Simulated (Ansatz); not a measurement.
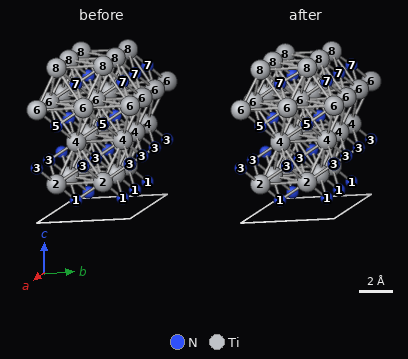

The structure of a slab of composition TiN (cut from the Fm-3m phase) before (left) and after (right) a constrained relaxation, at one scale.

A ball-and-stick model of the 3 × 2 repeat of the cell, outlined in the plane, without the vacuum, seen slightly off an axis.

Case: clean slab, lower half held. The slab is the (1 1 1) face of TiN. 4 atoms are held fixed.

Method: DFT PBEsol, scalar-relativistic, plane waves, PAW in Ansatz. Set-up: plane-wave cutoff 420 eV; k-point mesh 12 × 12 × 1; occupations gaussian; smearing width 0.1 eV; no spin polarisation; dipole correction; atoms relaxed in a fixed cell; force threshold 0.03 eV/Å; at most 70 steps.

Q: Describe what moved and what it gained.

A: Ti8 moves most: 0.12 Å along the normal (−c). Largest moves by element: Ti 0.12 Å, N 0.04 Å. The lattice vectors keep their values. Near-neighbour distances that change, for instance: Ti6–Ti8 2.973 → 2.870 Å, N7–Ti8 2.102 → 2.017 Å, Ti6–N7 2.102 → 2.118 Å, N5–Ti6 2.102 → 2.112 Å. Among the angles between lasting bonds that change: Ti8–N7–Ti8 90.0° → 95.0°, Ti6–N7–Ti8 180.0° → 175.8°, Ti6–N7–Ti8 90.0° → 87.9°. After 5 geometry steps the energy has fallen by 0.112 eV per cell of the calculation. Largest force component: 1.4 eV/Å at the start, 0.0011 eV/Å at the end. Cost: 24 s on 2 threads of Intel(R) Xeon(R) 6975P-C (Granite Rapids), on a shared host, peak memory 0.52 GiB.
